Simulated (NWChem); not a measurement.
# doublet [C2H2Cl2]+: levels of theory compared

We compute a comparison of 6 runs (UHF/STO-3G, UHF/3-21G, UM06-2X/def2-SVPD, U-r2SCAN/def2-SVPD, UB3LYP/def2-SVPD, UPBE0/def2-SVPD) of doublet [C2H2Cl2]+. 

Program for the calculation: NWChem 7.3.0.

39 further runs of the same task are left out: 39 set aside as unsound or not needed.

## (1) Starting point

[C2H2Cl2]+ has 6 atoms, charge +1, and is taken as a doublet. As SMILES of the parent species, `Cl/C=C/Cl`. The coordinates come from a PBE0-D4/def2-TZVP relaxation. That shape belongs to the parent species and isn't relaxed for this state.

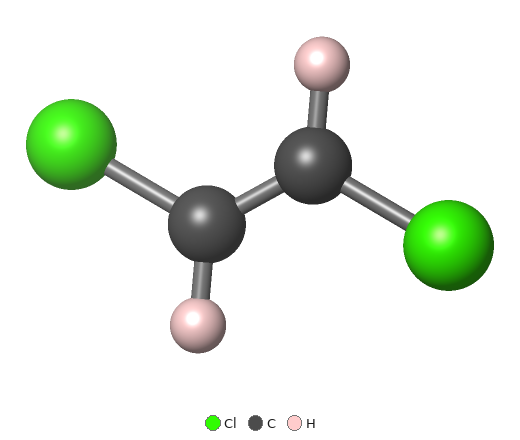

Viewed from a chosen angle; chlorine green, carbon dark grey, hydrogen pink.

## (2) A single-point energy at UHF/STO-3G (run 1)

Contents of run.py:

```python
from ase import Atoms
from ase.calculators.nwchem import NWChem

atoms = Atoms(['Cl', 'C', 'C', 'Cl', 'H', 'H'], positions=[
    [1.726250, -0.267740, 1.230110],
    [0.613530, -0.235150, -0.073010],
    [-0.613540, 0.235140, 0.072990],
    [-1.726280, 0.267740, -1.230080],
    [0.994090, -0.624970, -1.007430],
    [-0.994050, 0.624960, 1.007430],
])

calc = NWChem(
    label='c2h2cl2',
    theory='scf',
    memory='2200 mb',
    basis='STO-3G',
    basispar='spherical bse',
    charge=1,
    scf={'nopen': '1', 'uhf': None, 'thresh': '1e-08', 'maxiter': '80'},
    task='energy',
)
atoms.calc = calc

e = atoms.get_potential_energy()
print(f"E = {e:.6f} eV")
```

On the command line:

```console
$ export ASE_NWCHEM_COMMAND="nwchem PREFIX.nwi > PREFIX.nwo"
$ python run.py
```

Standard output:

```text
E = -26796.851987 eV
```

The calculator wrote c2h2cl2.nwi:

```
title "c2h2cl2"

permanent_dir c2h2cl2

scratch_dir c2h2cl2

start c2h2cl2

geometry units angstrom nocenter noautosym noautoz
  Cl 1.7262500000000001e+00 -2.6773999999999998e-01 1.2301100000000000e+00
  C  6.1353000000000002e-01 -2.3515000000000000e-01 -7.3010000000000005e-02
  C  -6.1353999999999997e-01 2.3513999999999999e-01 7.2989999999999999e-02
  Cl -1.7262800000000000e+00 2.6773999999999998e-01 -1.2300800000000001e+00
  H  9.9409000000000003e-01 -6.2497000000000003e-01 -1.0074300000000000e+00
  H  -9.9404999999999999e-01 6.2495999999999996e-01 1.0074300000000000e+00
end

charge 1

memory 2200 mb

basis spherical bse noprint
   * library STO-3G
end

scf
  nopen 1
  uhf
  thresh 1e-08
  maxiter 80
end

task scf energy
```

c2h2cl2.nwo:

```text
Northwest Computational Chemistry Package (NWChem) 7.3.0
             --------------------------------------------------------

           Job information
           ---------------

    nwchem branch   = 7.3.0
    use scalapack   = T
    input           = c2h2cl2.nwi
    prefix          = c2h2cl2.
    data base       = c2h2cl2/c2h2cl2.db
    status          = startup
    nproc           =        1

           Memory information
           ------------------

[... 5 lines left out ...]
    hardfail = no
[... 123 lines left out ...]
 1-e energy   =   -1678.283669
[... 9 lines left out ...]
 Convergence threshold     :          1.000E-08
[... 17 lines left out ...]
      One electron energy =  -1697.733675287396
[... 9 lines left out ...]
          Final alpha eigenvalues
[... 215 lines left out ...]
                     UHF Final Beta Molecular Orbital Analysis
[... 203 lines left out ...]
       Multipole analysis of the density wrt the origin
       ------------------------------------------------

     L   x y z        total         alpha         beta         nuclear
     -   - - -        -----         -----         ----         -------
     0   0 0 0      1.000000    -24.000000    -23.000000     48.000000

     1   1 0 0     -0.000040      0.000499      0.000462     -0.001002
[... 8 lines of this table left out ...]
     2   0 0 2    -22.449331   -107.767741   -105.877532    191.195942

 Task  times  cpu:        1.2s     wall:        1.2s
 Total times  cpu:        1.2s     wall:        1.2s
```

Run time: 2.1 s. Hardware: 1 thread of Intel Xeon 6975P-C (Granite Rapids), shared host; peak memory 0.1 GiB.

## (3) A single-point energy at UHF/3-21G (run 2)

Contents of c2h2cl2.xyz:

```xyz
6
trans-1,2-dichloroethylene
Cl     1.726250    -0.267740     1.230110
C      0.613530    -0.235150    -0.073010
C     -0.613540     0.235140     0.072990
Cl    -1.726280     0.267740    -1.230080
H      0.994090    -0.624970    -1.007430
H     -0.994050     0.624960     1.007430
```

Contents of run.py:

```python
from ase.io import read
from ase.calculators.nwchem import NWChem

mol = read('c2h2cl2.xyz')

calc = NWChem(
    label='c2h2cl2',
    theory='scf',
    memory='2200 mb',
    basis='3-21G',
    basispar='spherical bse',
    charge=1,
    scf={'nopen': '1', 'uhf': None, 'thresh': '1e-08', 'maxiter': '80'},
    task='energy',
)
mol.calc = calc

e = mol.get_potential_energy()
print(f"E = {e:.6f} eV")
```

On the command line:

```console
$ export ASE_NWCHEM_COMMAND="nwchem PREFIX.nwi > PREFIX.nwo"
$ python run.py
```

Standard output:

```text
E = -26957.420905 eV
```

The calculator wrote c2h2cl2.nwi:

```
title "c2h2cl2"

permanent_dir c2h2cl2

scratch_dir c2h2cl2

start c2h2cl2

geometry units angstrom nocenter noautosym noautoz
  Cl 1.7262500000000001e+00 -2.6773999999999998e-01 1.2301100000000000e+00
  C  6.1353000000000002e-01 -2.3515000000000000e-01 -7.3010000000000005e-02
  C  -6.1353999999999997e-01 2.3513999999999999e-01 7.2989999999999999e-02
  Cl -1.7262800000000000e+00 2.6773999999999998e-01 -1.2300800000000001e+00
  H  9.9409000000000003e-01 -6.2497000000000003e-01 -1.0074300000000000e+00
  H  -9.9404999999999999e-01 6.2495999999999996e-01 1.0074300000000000e+00
end

charge 1

memory 2200 mb

basis spherical bse noprint
   * library 3-21G
end

scf
  nopen 1
  uhf
  thresh 1e-08
  maxiter 80
end

task scf energy
```

c2h2cl2.nwo:

```text
Northwest Computational Chemistry Package (NWChem) 7.3.0
             --------------------------------------------------------

           Job information
           ---------------

    nwchem branch   = 7.3.0
    use scalapack   = T
    input           = c2h2cl2.nwi
    prefix          = c2h2cl2.
    data base       = c2h2cl2/c2h2cl2.db
    status          = startup
    nproc           =        1

           Memory information
           ------------------

[... 5 lines left out ...]
    hardfail = no
[... 123 lines left out ...]
 1-e energy   =   -1682.745800
[... 9 lines left out ...]
 Convergence threshold     :          1.000E-08
[... 17 lines left out ...]
      One electron energy =  -1706.572130753204
[... 9 lines left out ...]
          Final alpha eigenvalues
[... 238 lines left out ...]
                     UHF Final Beta Molecular Orbital Analysis
[... 220 lines left out ...]
       Multipole analysis of the density wrt the origin
       ------------------------------------------------

     L   x y z        total         alpha         beta         nuclear
     -   - - -        -----         -----         ----         -------
     0   0 0 0      1.000000    -24.000000    -23.000000     48.000000

     1   1 0 0     -0.000051      0.000494      0.000457     -0.001002
[... 8 lines of this table left out ...]
     2   0 0 2    -22.444906   -108.012912   -105.627936    191.195942

 Task  times  cpu:        1.6s     wall:        1.6s
 Total times  cpu:        1.6s     wall:        1.6s
```

Wall time 2.5 s (1 thread of Intel Xeon 6975P-C (Granite Rapids), shared host); peak memory 0.1 GiB.

Runs 3 to 5 aren't shown in full; the table further down has their settings and results.

## (4) A single-point energy at UPBE0/def2-SVPD (run 6)

Contents of run.nw:

```
echo
start run
title "C2H2Cl2 energy"
memory 2200 mb
charge 1
geometry units angstrom noautosym nocenter noautoz
  Cl       1.726250      -0.267740       1.230110
  C        0.613530      -0.235150      -0.073010
  C       -0.613540       0.235140       0.072990
  Cl      -1.726280       0.267740      -1.230080
  H        0.994090      -0.624970      -1.007430
  H       -0.994050       0.624960       1.007430
end
basis spherical bse
  * library def2-SVPD
end
dft
  xc pbe0
  mult 2
  grid fine
  convergence energy 1e-08
  maxiter 100
  mulliken
  noprint "final vectors analysis"
end
task dft energy
```

On the command line:

```console
$ nwchem run.nw > run.out
```

Standard output:

```text
[...]
          Wavefunction type:  spin polarized.
          No. of atoms     :     6
          No. of electrons :    47
[...]
          Charge           :     1
          Spin multiplicity:     2
[...]
          AO basis - number of functions:   110
[...]
              XC Information
              --------------
                         PBE0 Method XC Functional
                     Hartree-Fock (Exact) Exchange  0.250
          PerdewBurkeErnzerhof Exchange Functional  0.750
            Perdew 1991 LDA Correlation Functional  1.000 local
           PerdewBurkeErnz. Correlation Functional  1.000 non-local
[...]
 d= 0,ls=0.0,diis     1   -996.5736570296 -1.17D+03  1.50D-02  3.67D-01     2.4
[...]
 d= 0,ls=0.0,diis    12   -996.7047808167 -1.10D-10  1.17D-07  3.22D-11    25.9
[...]
         Total DFT energy =     -996.704780816741
      One electron energy =    -1712.432186360474
           Coulomb energy =      606.348705496396
    Exchange-Corr. energy =      -67.276307521942
 Nuclear repulsion energy =      176.655007569279
[...]
      Total Density - Mulliken Population Analysis
     ---------------------------------------------
    Atom       Charge   Shell Charges
 -----------   ------   -------------------------------------------------------
    1 Cl  17    17.12   2.00  1.98  1.32  0.65 -0.01  5.93  2.11  2.91  0.15  0.04  0.03
    2 C    6     5.54   1.99  0.98 -0.04 -0.08  1.99  0.78  0.05 -0.12
    3 C    6     5.54   1.99  0.98 -0.04 -0.08  1.99  0.78  0.05 -0.12
    4 Cl  17    17.12   2.00  1.98  1.32  0.65 -0.01  5.93  2.11  2.91  0.15  0.04  0.03
    5 H    1     0.84   0.73  0.08  0.03  0.01
    6 H    1     0.84   0.73  0.08  0.03  0.01
[...]
      <S2> =      0.7535 (Exact =     0.7500)
[...]
```

Wall time 26 s (1 thread of Intel Xeon 6975P-C (Granite Rapids), shared host); peak memory 0.12 GiB.

## (5) Overview of the runs

```
run               level  iteration cap  module  energy (Eh)  HOMO energy (eV)  LUMO energy (eV)   ⟨S²⟩  wall time
  1          UHF/STO-3G             80     scf  -984.766155            -17.32             -7.57  0.753      2.1 s
  2           UHF/3-21G             80     scf  -990.666954            -17.77             -8.51  0.756      2.5 s
  3   UM06-2X/def2-SVPD            100     dft  -997.027784                 –                 –  0.757       34 s
  4  U-r2SCAN/def2-SVPD            100     dft  -996.997172            -13.71            -12.52  0.753       34 s
  5    UB3LYP/def2-SVPD            100     dft  -997.130994            -14.32            -12.00  0.753       27 s
  6     UPBE0/def2-SVPD            100     dft  -996.704781                 –                 –  0.753       26 s
```

## (6) Results

| quantity | value |
| --- | --- |
| run 6: total energy | -996.70478 Eh |
| run 6: ⟨S²⟩ | 0.753 |

In words: Totals of different functionals can't be ranked against each other. In run 1 the basis is minimal, so the values are rough. All runs together took 2.1 min, the longest 34 s.
